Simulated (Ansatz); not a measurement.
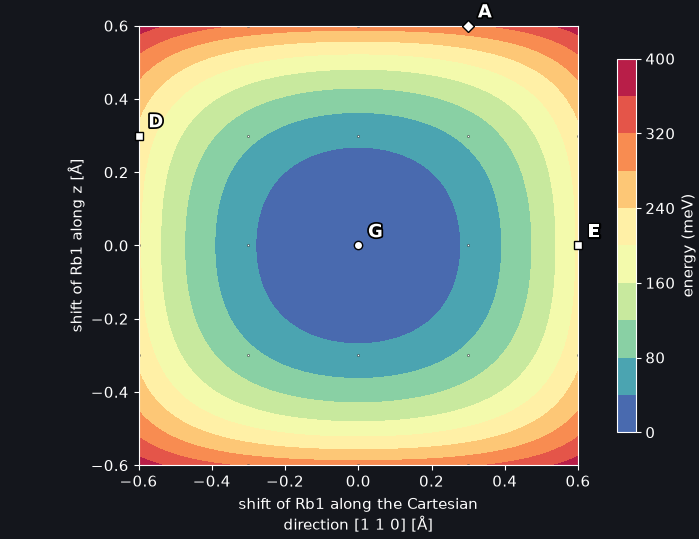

RbBr (Fm-3m, No. 225; 2 atoms in the cell). 
- Atom Rb1 is moved over a plane while all other atoms and the cell stay fixed (its periodic images move with it) (x, y and z along the cube axes).
- First axis: shift of Rb1 along the Cartesian direction [1 1 0]. Second axis: shift of Rb1 along z.
- The scan uses a 5 × 5 grid; 9 points were computed and 16 follow by symmetry.
- Points are written as (first, second).
- Energies are in meV per cell, from the lowest grid point.
- The reference cell is the one listed in the database, not relaxed at this level.
- These are results of DFT LDA, scalar-relativistic, plane waves, PAW (Ansatz 0.2.0), not measurements. Settings: cutoff 420 eV, k-mesh 6×6×6, gaussian smearing 0.05 eV, no spin polarisation.

In the figure: filled contours, dots at the grid points, lettered points. Between grid points the surface is interpolated.

Q: Rank the lettered points by energy, lowest first.

A: G (0 meV), E (205 meV), D (229 meV), A (314 meV).
